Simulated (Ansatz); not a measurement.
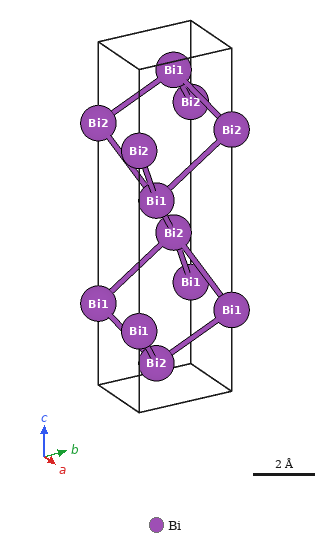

**Figure 1.** The structure (ball-and-stick view of the cell 3 times as large as that of the calculation, set on its symmetry axes, seen slightly off an axis; atoms are numbered from 1 in the order of the input). Near neighbours in the crystal (not all of them lie inside the picture): Bi has 6 Bi at 3.09 to 3.45 Å.

Single-point calculation, with input and output: Bi

Bi (R-3m, 2 atoms in the cell), computed with DFT, PBE, dispersion d3bj, plane waves, PAW, no spin polarisation (Ansatz 0.2.0).

The structure was built on a prototype by a generator; it need not be a known phase. Figures and captions count atoms from 1; the log counts them from 0 in places.

**Output**
```
Engine: ansatz 0.2.0, x86_64-unknown-linux-gnu
Pseudopotentials: kind: paw
Pseudopotential: Bi, paw, valence charge 15, recommended cutoff 420 eV (normal), Bi.paw.azcp
Functional definition: PBE
  parameter kappa = 0.804
  parameter beta = 0.06672455060314922
  exchange = pbe_x(kappa = kappa, mu = beta*pi^2/3)
  correlation = pbe_c(beta = beta)
Crystal: 2 atoms, lattice volume = 69.163 Å³
Basis set: ecut = 420 eV, 1333 PW (Γ), exchange–correlation on 64×64×64 points (8 copies of the dense FFT grid, shifted against one another)
Bands: 19, of which v1, the nominal top of the filled ones, is band 15 counted from 1 (14 counted from 0)
Symmetry: 12 space group operations
Space group: R-3m (ITA 166), of the structure as read, at distance tolerance 4.1e-5 Å
k-points: 189 of 1728
Non-local potential: Bi, projectors of the file, l = 0: 2, l = 1: 2, l = 2: 2, l = 3: 2
PAW form: soft (Blöchl's): semilocal exchange-correlation on the pseudo side does not see the compensation charge
PAW one-centre angular grid: Bi, 590 points (default); XC on 64 Gauss nodes
Initial density: superposition of atomic densities (neutral atoms: chi_scale 0, normalization atom), corrected by the library's trained network
Initial wavefunctions: pseudopotential atomic-orbital guess
Functional: x = pbe(κ = 0.804, μ = 0.2195149727645171), c = pbe(β = 0.06672455060314922)
SCF iter   1: F=—  HF=-24793.999992 eV  |F-HF|=—  |Δ(HF+E_count)|=         —  Δρ=1.48e-3  dr2=1.34e-3  ethr=1.77e-3  ⟨swp⟩=5.4  Hψ=15491  notcnv=0
preconditioner: auto → Kerker (q_TF=auto, 2.374 Å⁻¹)  [metal: Δε(μ)=0.108 eV  Ē_g=20.375 eV  σ=0.200 eV  W_gap=0.30  n_scr=14 (ndim 8)  ℏωp=24.5 eV  f_vac=0.002  D(μ)=0.25/eV (n_scr^D=0)]
SCF iter   2: F=—  HF=-24793.999537 eV  |F-HF|=—  |Δ(HF+E_count)|=   4.55e-4  Δρ=8.96e-4  dr2=4.20e-4  ethr=4.47e-6  ⟨swp⟩=2.8  Hψ=8268  notcnv=0
SCF iter   3: F=—  HF=-24793.999666 eV  |F-HF|=—  |Δ(HF+E_count)|=   1.29e-4  Δρ=2.83e-4  dr2=4.02e-5  ethr=1.40e-6  ⟨swp⟩=2.0  Hψ=6429  notcnv=0
SCF iter   4: F=—  HF=-24793.999673 eV  |F-HF|=—  |Δ(HF+E_count)|=   6.37e-6  Δρ=1.20e-4  dr2=1.02e-5  ethr=1.34e-7  ⟨swp⟩=3.0  Hψ=6812  notcnv=0
SCF iter   5: F=—  HF=-24793.999676 eV  |F-HF|=—  |Δ(HF+E_count)|=   3.54e-6  Δρ=3.07e-5  dr2=1.11e-6  ethr=3.39e-8  ⟨swp⟩=2.4  Hψ=6431  notcnv=0
SCF iter   6: F=-24793.999676 eV  HF=-24793.999676 eV  |F-HF|=1.43e-8  |Δ(HF+E_count)|=   1.48e-7  Δρ=8.42e-6  dr2=7.68e-8  ethr=3.33e-10  ⟨swp⟩=4.8  Hψ=18551  notcnv=0
SCF 1 converged in 6 iterations: F = -24793.999676 eV  dr2 = 7.68e-8
  greatest PAW one-centre occupation: 0.987 electrons in one spin orbital (limit 2), on the Bi atom at site 1 (counted from 0), in its partial waves of l = 2
```

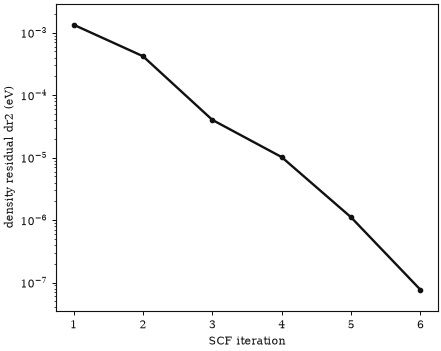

**Figure 2.** Convergence of the self-consistent field: density residual dr2 against the SCF iteration. The residual falls at every step.

```
SCF converged after 6 iterations
Free energy (F): -24793.999676 eV
Harris-Foulkes:  -24793.999676 eV  (|F-HF|=1.43e-8)
Internal energy: -24793.994694 eV  (E = F + TS)
E sigma→0 (E₀):  -24793.997185 eV
Entropy (-TS):   -0.004983 eV (-2.491 meV/atom)
Fermi energy:    10.012693 eV
--- Per-component energies (eV) ---
  E_band       = -210.759017
  E_kinetic    = 605.218371
  E_local      = -3077.896683  (includes V_loc(G=0)·N_el)
  E_nonlocal   = 1118.974256
  E_hartree    = 1001.765294
  E_xc         = -302.498871
  E_vxc        = -288.463443  (∫ρ·V_xc dr)
  E_paw        = -21326.414846  (= ΣΔE_a)
  E_vpaw       = -572.131650  (= ΣTr[D̂ρ^β])
  E_aug_tail   = -0.000877  (compensation charges beyond the density's cutoff)
  E_ewald      = -2812.217548
  E_disp       = -0.923790  (pairwise vdW)
  E_smearing   = -0.004983  (= −TS)
  E_closure    = -0.000000  (closes the sum)
  Σ components = -24793.999676   (vs F -24793.999676, Δ=0.00e0)
--- Forces (eV/Å), atoms counted from 1 ---
  atom   1  Bi     0.00000000     0.00000000     0.00437568
  atom   2  Bi    -0.00000000    -0.00000000    -0.00437568
  max |Σ_I F_I| component: 1.85e-17 eV/Å
--- Stress (GPa, compression-positive) ---
        0.001396       0.000000      -0.000000
        0.000000       0.001396      -0.000000
       -0.000000      -0.000000       0.002537
  P = ⅓ Tr σ = 0.0018 GPa (0.018 kbar)
--- Band table (eV; the first three rows and the last of 189) ---
  k-point 0: bands = ["-12.9817", "-12.9817", "-12.8281", "-12.8281", "-12.8174", "-12.6400", "-12.6332", "-12.6332", "-12.5062", "-12.5062", "-3.1680", "2.5797", "8.4654", "8.7331", "8.7331", "12.7251", "13.0163", "13.0163", "15.4784"]
  k-point 1: bands = ["-12.9758", "-12.9748", "-12.8255", "-12.8243", "-12.8139", "-12.6432", "-12.6364", "-12.6357", "-12.5138", "-12.5126", "-3.1018", "2.4172", "8.5006", "8.7363", "8.7488", "12.5619", "12.6816", "12.8224", "15.2151"]
  k-point 2: bands = ["-12.9587", "-12.9547", "-12.8184", "-12.8131", "-12.8034", "-12.6532", "-12.6458", "-12.6422", "-12.5358", "-12.5309", "-2.9045", "1.9714", "8.5716", "8.7513", "8.8134", "11.8904", "12.2312", "12.3458", "14.9930"]
  k-point 188: bands = ["-12.8664", "-12.8664", "-12.7822", "-12.7822", "-12.7663", "-12.6879", "-12.6709", "-12.6709", "-12.6328", "-12.6328", "-1.7378", "-0.1599", "9.1749", "9.4485", "9.4485", "10.4887", "10.4887", "10.5351", "17.2565"]
```

This output came from the following input.

**Input**
```yaml
crystal:
  lattice:
    - [2.2665920891, 1.3086175528, 3.8863021554]
    - [-2.2665920891, 1.3086175528, 3.8863021554]
    - [0.0, -2.6172351056, 3.8863021554]
  atoms:
    - { symbol: Bi, position: [0.2370960679, 0.2370960679, 0.2370960679] }
    - { symbol: Bi, position: [0.7629039321, 0.7629039321, 0.7629039321] }
basis:
  ecutwfc: 420
kpoints:
  mp_grid: { grid: [12, 12, 12] }
hamiltonian:
  xc: pbe
  dispersion: d3bj
scf:
  occupations: { method: gaussian, width: 0.2 }
output:
  forces: true
  eigenvalues: true
  stress: true
```

Run as:
```bash
ansatz run input.yaml --threads 8 --pin off --max-ram 14336MiB --backend cpu --events-out ev --progress --plain --runs-dir out
```

**Summary**

- outcome: converged
- space group (tolerance 0.01 Å): R-3m (166)
- electrons treated: 30
- free energy: −24793.9997 eV
- Fermi energy: 10.013 eV
- gap on the k-point mesh: none (metallic)
- pressure: 0.00 GPa
- largest force (length of the vector): 0.004 eV/Å
- hardware: 8 threads of Intel Xeon (Emerald Rapids), 450 GiB of memory available, shared host
- wall time: 2.5 s (CPU time 15 s)
- peak memory: 0.65 GiB

Settings chosen away from the usual ones: scf.occupations.width set to 0.2 (from 0.1). These settings are looser than, or depart from, a standard set-up, so the numbers are not reference values for this system. Spin–orbit coupling is left out, which matters for Bi.
